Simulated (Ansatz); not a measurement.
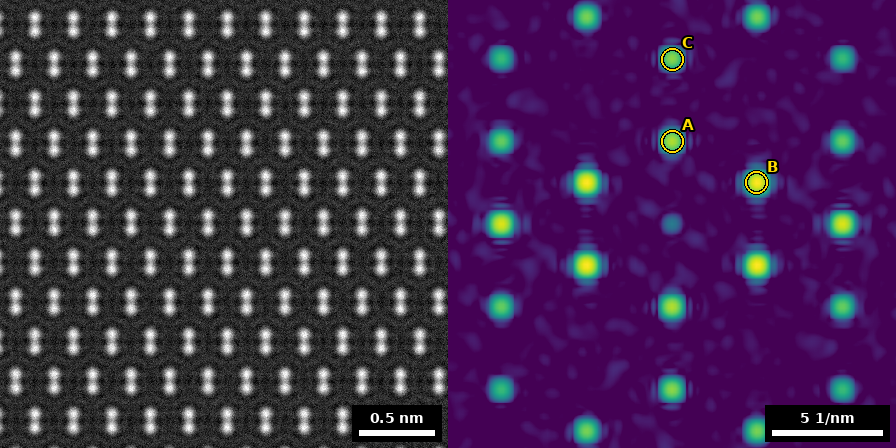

HRTEM-like image of Ge (P6_3/mmc, No. 194) along [101]. Simulated in the weak-phase-object approximation with neutral-atom potentials: 300 kV, Cs = −20 µm, defocus +75 Å (negative is underfocus), defocus spread 8 Å, aperture 1.36 1/Å. Shot noise was added. Model: the input geometry of an electronic-structure calculation (not necessarily at equilibrium); the starting structure was generated, so it need not be a known form of this composition.

The right panel is the modulus of the image's Fourier transform on a logarithmic scale.

a = 3.066 Å, b = 3.066 Å, c = 4.753 Å, α = 90.00°, β = 90.00°, γ = 120.00°

### Index the marked spots and give their plane spacings (the zone axis points at the viewer; indices equivalent by symmetry, or all signs reversed, are as good).

A: (0 -1 0), d = 2.66 Å; B: (-1 0 1), d = 2.32 Å; C: (0 -2 0), d = 1.33 Å. A and B enclose 64°, and every spot obeys the zone law hu + kv + lw = 0 for [101].
